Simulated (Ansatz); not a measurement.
# Single-point calculation of Ge (part 1 of 2)

System: Ge (slab, 6 atoms in the cell).
Method: DFT, PBE, all-electron LAPW, scalar-relativistic, no spin polarisation (Ansatz 0.2.0).

Figures and captions count atoms from 1; the log counts them from 0 in places.

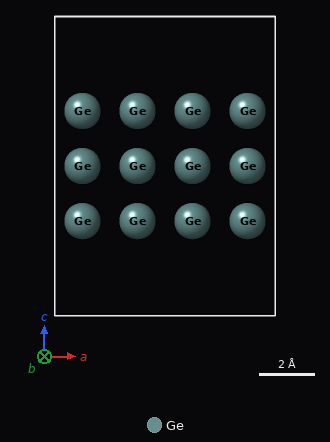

The structure as given in the input (spheres-only view of the 2 × 1 repeat of the cell, with the vacuum cut short, along the b axis).

**Results in brief**

```tsv
quantity	value
outcome	converged
electrons in bands (core shells apart)	132
free energy	−342694.7818 eV
Fermi energy	−0.404 eV
electronic character	metal
largest force (length of the vector)	0.360 eV/Å
hardware	2 threads of Arm Neoverse V2, 24 GiB of memory available, shared host
wall time	3 min (CPU time 5.9 min)
peak memory	1.2 GiB
```

**The input**
```yaml
crystal:
  lattice:
    - [4.0736070244, 0.0, 0.0]
    - [0.0, 5.7609503017, 0.0]
    - [0.0, 0.0, 20.0736]
  atoms:
    - { symbol: Ge, position: [0.75, 0.125, 0.3985332221] }
    - { symbol: Ge, position: [0.25, 0.875, 0.3985332221] }
    - { symbol: Ge, position: [0.25, 0.625, 0.5] }
    - { symbol: Ge, position: [0.75, 0.375, 0.5] }
    - { symbol: Ge, position: [0.75, 0.125, 0.6014667779] }
    - { symbol: Ge, position: [0.25, 0.875, 0.6014667779] }
kpoints:
  mp_grid: { grid: [8, 5, 1] }
scf:
  occupations: { method: fermi_dirac, width: 0.02 }
hamiltonian:
  xc: pbe
  pseudopotentials: { kind: all_electron, lapw: { basis_error: 0.001 } }
output:
  forces: true
  stress: true
  eigenvalues: true
  populations: true
  dos: { projected: true, de: 0.2, e_range: [-14, 8] }
efield:
  axis: 3
  amplitude: 0
  dipole_correction: true
```

Run as:
```bash
ansatz run input.yaml --threads 2 --pin off --max-ram 4096MiB --backend cpu --events-out ev --progress --plain --runs-dir out
```

**Output**
```
Ge: projections on atomic orbitals take those of the free atom 1s2 2s2 2p6 3s2 3p6 3d10 4s2 4p2, of charge +0.00 (hamiltonian.pseudopotentials.projection_atoms)
LAPW: plane waves up to 8.906 Å⁻¹, error target 1.0e-3 eV per atom; small_component_spin mean_spin; Ge in spheres of 1.247 Å, 22 of its electrons in bands, Dirac shells [] (how accurate: hamiltonian.pseudopotentials.lapw.basis_error, Limitations)
Engine: ansatz 0.2.0, aarch64-unknown-linux-gnu
Pseudopotentials: kind: all_electron
Pseudopotential: Ge, LAPW, valence charge 22, lapw/all_electron/scalar/gaussian/Ge, Koelling and Harmon's equation, gaussian nucleus
Functional definition: PBE
  parameter kappa = 0.804
  parameter beta = 0.06672455060314922
  exchange = pbe_x(kappa = kappa, mu = beta*pi^2/3)
  correlation = pbe_c(beta = beta)
Crystal: 6 atoms, lattice volume = 471.084 Å³
Basis set: ecut = 302.20108684617173 eV, 5575 PW (Γ), exchange–correlation at level 2
Bands: 80, of which v1, the nominal top of the filled ones, is band 66 counted from 1 (65 counted from 0)
Symmetry: 4 space group operations
k-points: 15 of 40
Non-local potential: Ge, projectors of the file, none
Initial density: superposition of atomic densities (neutral atoms: chi_scale 0, normalization atom)
Initial wavefunctions: plane waves of lowest kinetic energy (no species holds an atomic orbital)
Functional: x = pbe(κ = 0.804, μ = 0.2195149727645171), c = pbe(β = 0.06672455060314922)
iter 1 solved again at ethr=1.19e-3 eV; its pass at ethr=1.00e-1 eV (dr2=1.57e0 eV) is discarded
SCF iter   1: F=—  HF=-342695.138037 eV  |F-HF|=—  |Δ(HF+E_count)|=         —  Δρ=1.29e-2  dr2=1.58e0  ethr=1.19e-3  p=0.000 e·Å  D=1.45e-14 V/Å  ΔV_dip=-0.00 eV  dr2_dipole=8.62e-26  V_vac-E_F(+/−)=5.61/5.61 eV  ⟨swp⟩=2.3  Hψ=7657  notcnv=0
efield: sawtooth ramp at fractional position 0.9500 (placed from the atoms, in the widest stretch of the axis that holds none; the zero of the levels goes with the place), width 0.1000; the density the first Hamiltonian is built on has a dipole p = 0.000 e·Å; the dipole correction subtracts the counter field D = 2.74e-14 V/Å, which shifts the + side's vacuum level by -0.00 eV against the − side's; the planar-averaged density in the ramp window peaks in size at 8.5e-7 e/Å³
preconditioner: auto → LDOS  [insulator: Δε(μ)=0.080 eV  Ē_g=22.908 eV  σ=0.020 eV  W_gap=0.76  n_scr=96 (ndim 8)  ℏωp=15.7 eV  f_vac=0.643  D(μ)=2.58/eV (n_scr^D=6)  ε∞_Penn≈1.5  β→1.0]
iter 2 solved again at ethr=4.59e-5 eV; its pass at ethr=1.19e-3 eV (dr2=6.06e-2 eV) is discarded
SCF iter   2: F=—  HF=-342694.814126 eV  |F-HF|=—  |Δ(HF+E_count)|=   3.24e-1  Δρ=3.53e-3  dr2=6.04e-2  ethr=4.59e-5  p=-0.000 e·Å  D=-4.94e-8 V/Å  ΔV_dip=0.00 eV  dr2_dipole=2.55e-12  V_vac-E_F(+/−)=4.72/4.72 eV  ⟨swp⟩=2.8  Hψ=6515  notcnv=0
SCF iter   3: F=—  HF=-342694.833903 eV  |F-HF|=—  |Δ(HF+E_count)|=   1.98e-2  Δρ=1.12e-3  dr2=2.30e-2  ethr=4.57e-5  p=0.000 e·Å  D=3.89e-9 V/Å  ΔV_dip=-0.00 eV  dr2_dipole=1.68e-13  V_vac-E_F(+/−)=4.65/4.65 eV  ⟨swp⟩=3.1  Hψ=3914  notcnv=0
SCF iter   4: F=—  HF=-342694.785980 eV  |F-HF|=—  |Δ(HF+E_count)|=   4.79e-2  Δρ=7.16e-4  dr2=9.87e-3  ethr=1.75e-5  p=0.000 e·Å  D=6.06e-9 V/Å  ΔV_dip=-0.00 eV  dr2_dipole=1.70e-13  V_vac-E_F(+/−)=4.58/4.58 eV  ⟨swp⟩=3.0  Hψ=3611  notcnv=0
SCF iter   5: F=—  HF=-342694.782263 eV  |F-HF|=—  |Δ(HF+E_count)|=         —  Δρ=1.75e-4  dr2=4.34e-4  ethr=7.48e-6  p=-0.000 e·Å  D=-2.82e-9 V/Å  ΔV_dip=0.00 eV  dr2_dipole=1.92e-15  V_vac-E_F(+/−)=4.52/4.52 eV  ⟨swp⟩=3.0  Hψ=3701  notcnv=0
the basis was enlarged: its passes take 381.0 KiB over the memory plan, 2 of 2 planned eigensolver slots
SCF iter   6: F=—  HF=-342694.781790 eV  |F-HF|=—  |Δ(HF+E_count)|=   4.73e-4  Δρ=5.47e-5  dr2=2.96e-5  ethr=3.29e-7  p=-0.000 e·Å  D=-1.53e-10 V/Å  ΔV_dip=0.00 eV  dr2_dipole=6.85e-16  V_vac-E_F(+/−)=4.49/4.49 eV  ⟨swp⟩=3.0  Hψ=3563  notcnv=0
SCF iter   7: F=—  HF=-342694.781794 eV  |F-HF|=—  |Δ(HF+E_count)|=   4.59e-6  Δρ=1.58e-5  dr2=1.21e-6  ethr=2.25e-8  p=-0.000 e·Å  D=-4.32e-10 V/Å  ΔV_dip=0.00 eV  dr2_dipole=9.64e-17  V_vac-E_F(+/−)=4.49/4.49 eV  ⟨swp⟩=3.0  Hψ=3543  notcnv=0
SCF iter   8: F=—  HF=-342694.781797 eV  |F-HF|=—  |Δ(HF+E_count)|=   2.15e-6  Δρ=4.08e-6  dr2=6.86e-8  ethr=9.16e-10  p=-0.000 e·Å  D=-4.61e-11 V/Å  ΔV_dip=0.00 eV  dr2_dipole=6.28e-18  V_vac-E_F(+/−)=4.48/4.48 eV  ⟨swp⟩=3.0  Hψ=3541  notcnv=0
SCF iter   9: F=-342694.781797 eV  HF=-342694.781797 eV  |F-HF|=5.03e-8  |Δ(HF+E_count)|=   1.82e-7  Δρ=1.27e-6  dr2=8.65e-9  ethr=5.20e-11  p=-0.000 e·Å  D=-4.48e-11 V/Å  ΔV_dip=0.00 eV  dr2_dipole=7.99e-21  V_vac-E_F(+/−)=4.48/4.48 eV  ⟨swp⟩=3.0  Hψ=3527  notcnv=0
SCF 1 converged in 9 iterations: F = -342694.781797 eV  dr2 = 8.65e-9
```

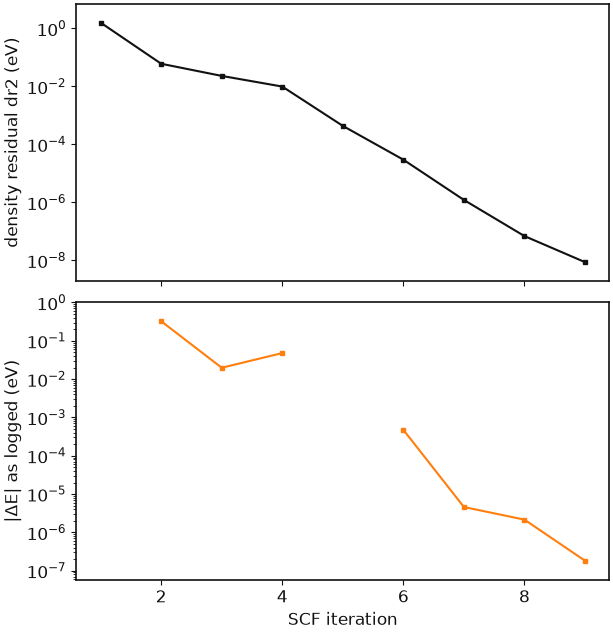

Convergence of the self-consistent field: density residual dr2 and size of the energy change against the SCF iteration. The residual falls at every step.

```
SCF converged after 9 iterations
Free energy (F): -342694.781797 eV
Harris-Foulkes:  -342694.781797 eV  (|F-HF|=5.03e-8)
Internal energy: -342694.777191 eV  (E = F + TS)
E sigma→0 (E₀):  -342694.779494 eV
Entropy (-TS):   -0.004606 eV (-0.768 meV/atom)
Fermi energy:    -0.404495 eV
Dipole field:    D = -0.000000 V/Å  (p = -0.000000 e·Å, saw-weighted, corrected)
Work function:   Φ+ = 4.4842 eV   Φ− = 4.4842 eV
Levels:          The Fermi level and band energies are counted from a zero that moves with the ramp; work functions are not
--- Per-component energies (eV) ---
  E_band       = -7576.541904
  E_kinetic    = 349879.205164
  E_xc         = -13015.084982
  E_efield     = 0.000000  (sawtooth field / dipole correction)
  E_electrostatic = -679558.897373  (all electrons and nuclei)
  E_smearing   = -0.004606  (= −TS)
  E_closure    = 0.000000  (closes the sum)
  E_atoms      = -342670.799504  (free atoms, spherical and without spin; not in F)
  Σ components = -342694.781797   (vs F -342694.781797, Δ=0.00e0)
  Basis errors (estimates in eV, not in F): energy 5.0e-4 per atom: plane waves 4.5e-4 (2.7e-4 summed), levels above the bands 8.3e-130, relativity 3.1e-9, radial functions 4.8e-5, core shells 1.9e-10; eigenvalues (radial functions only) 3.5e-7; not estimated: angular momenta, meshes, grids; target (lapw.basis_error) 1.0e-3; muffin-tin radii Ge 1.247 Å
--- Forces (eV/Å), atoms counted from 1 ---
  atom   1  Ge     0.00000000    -0.34841501     0.08894718
  atom   2  Ge     0.00000000     0.34841501     0.08894718
  atom   3  Ge     0.00000000    -0.04545121     0.00000000
  atom   4  Ge     0.00000000     0.04545121     0.00000000
  atom   5  Ge     0.00000000    -0.34841501    -0.08894718
  atom   6  Ge     0.00000000     0.34841501    -0.08894718
  max |Σ_I F_I| component: 1.10e-10 eV/Å
--- Stress (GPa, compression-positive) ---
       -0.163570       0.000000       0.000000
        0.000000      -0.054103       0.000000
        0.000000       0.000000      -0.245207
  P = ⅓ Tr σ = -0.1543 GPa (-1.543 kbar)
--- Band table (eV; the first three rows and the last of 15) ---
  k-point 0: bands = ["-163.9485", "-163.9476", "-163.8633", "-163.8633", "-163.8624", "-163.8624", "-111.1115", "-111.1107", "-111.0643", "-111.0615", "-111.0582", "-111.0568", "-111.0340", "-111.0339", "-111.0329", "-111.0328", "-110.9877", "-110.9877", "-110.9846", "-110.9846", "-110.9589", "-110.9589", "-110.9513", "-110.9513", "-24.9718", "-24.9666", "-24.9521", "-24.9232", "-24.9130", "-24.8811", "-24.8740", "-24.8585", "-24.8540", "-24.8504", "-24.8207", "-24.8084", "-24.7875", "-24.7825", "-24.7820", "-24.7734", "-24.7701", "-24.7348", "-24.7300", "-24.7270", "-24.7214", "-24.7121", "-24.6844", "-24.6768", "-24.6673", "-24.6645", "-24.6574", "-24.6493", "-24.5983", "-24.5969", "-11.9253", "-10.4485", "-9.1756", "-8.0631", "-5.8743", "-3.4397", "-3.1190", "-2.6437", "-2.5307", "-1.3890", "-1.0230", "-0.4429", "-0.0288", "1.1140", "1.1233", "1.8005", "1.9819", "2.6995", "3.1114", "3.8084", "3.8707", "3.9501", "4.6152", "4.9709", "5.1117", "5.8619"]
  k-point 1: bands = ["-163.9485", "-163.9476", "-163.8633", "-163.8633", "-163.8624", "-163.8624", "-111.1115", "-111.1107", "-111.0643", "-111.0615", "-111.0582", "-111.0568", "-111.0340", "-111.0339", "-111.0329", "-111.0328", "-110.9877", "-110.9877", "-110.9846", "-110.9846", "-110.9589", "-110.9589", "-110.9513", "-110.9513", "-24.9707", "-24.9630", "-24.9512", "-24.9282", "-24.9095", "-24.8879", "-24.8788", "-24.8588", "-24.8550", "-24.8404", "-24.8205", "-24.8149", "-24.7879", "-24.7876", "-24.7859", "-24.7643", "-24.7632", "-24.7428", "-24.7319", "-24.7212", "-24.7122", "-24.7098", "-24.6854", "-24.6816", "-24.6699", "-24.6643", "-24.6535", "-24.6521", "-24.5995", "-24.5974", "-11.7829", "-10.4113", "-9.8271", "-7.3418", "-6.1823", "-3.7614", "-2.9717", "-2.3927", "-2.2646", "-1.3668", "-0.8555", "-0.7569", "0.2334", "0.6611", "1.2504", "1.4026", "1.8499", "2.8189", "3.4763", "3.9785", "3.9949", "4.3347", "4.6656", "4.7446", "5.3930", "5.5001"]
```
